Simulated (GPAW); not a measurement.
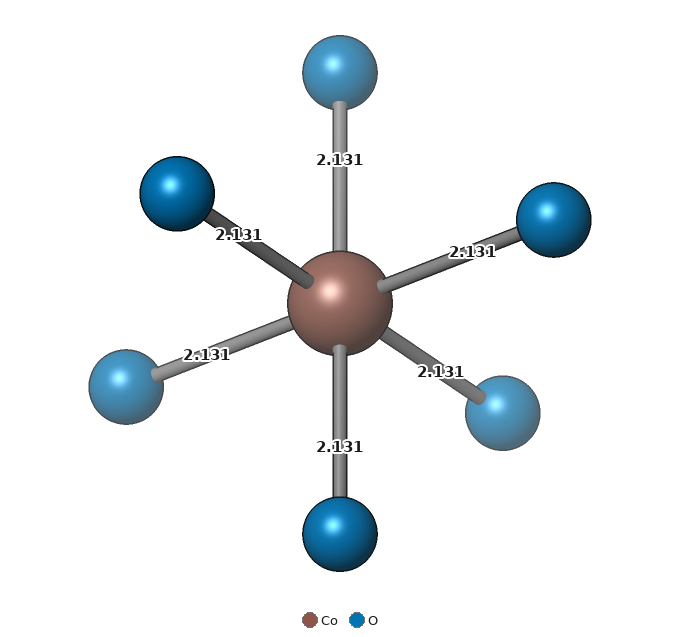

The surroundings of site Co1 (at 0.000, 0.000, 0.000) in CoO (Fm-3m), with bond lengths in Å.

Source of the atomic positions: an entry of the Crystallography Open Database, as set up for an electronic-structure calculation.

```
CELL_PARAMETERS angstrom
4.26300 0.00000 0.00000
0.00000 4.26300 0.00000
0.00000 0.00000 4.26300
ATOMIC_POSITIONS crystal
Co 0.00000 0.00000 0.00000
O 0.50000 0.00000 0.00000
Co 0.00000 0.50000 0.50000
O 0.50000 0.50000 0.50000
Co 0.50000 0.00000 0.50000
O 0.00000 0.00000 0.50000
Co 0.50000 0.50000 0.00000
O 0.00000 0.50000 0.00000
```

Bond valence s = exp((R0 − d)/b), R0 fitted to published crystal structures with b = 0.37 Å, summed over all anions within 5 Å; R0 in Å: Co2+–O 1.696; Co3+–O 1.685.

### Which oxidation state of Co do these bonds support?

With the Co2+ parameters the computed sum is 6 × 0.309 = 1.85. With the Co3+ parameters the computed sum is 6 × 0.300 = 1.80. The sum matches its own assumption best for Co2+, which also balances the formula's charge.

### And over the whole structure?

| site | x, y, z | formal valence | bond-valence sum | difference |
| --- | --- | --- | --- | --- |
| Co1 | 0.000, 0.000, 0.000 | +2 | 1.89 | -0.11 |
| O1 | 0.500, 0.000, 0.000 | −2 | 1.89 | -0.11 |

These sums include all anions within 5 Å. The global instability index (root mean square of the differences over all atoms) is 0.11 v.u.: moderate strain, common in real structures. The cell was not relaxed for this table, and a volume that is off by a few per cent shifts all sums together.
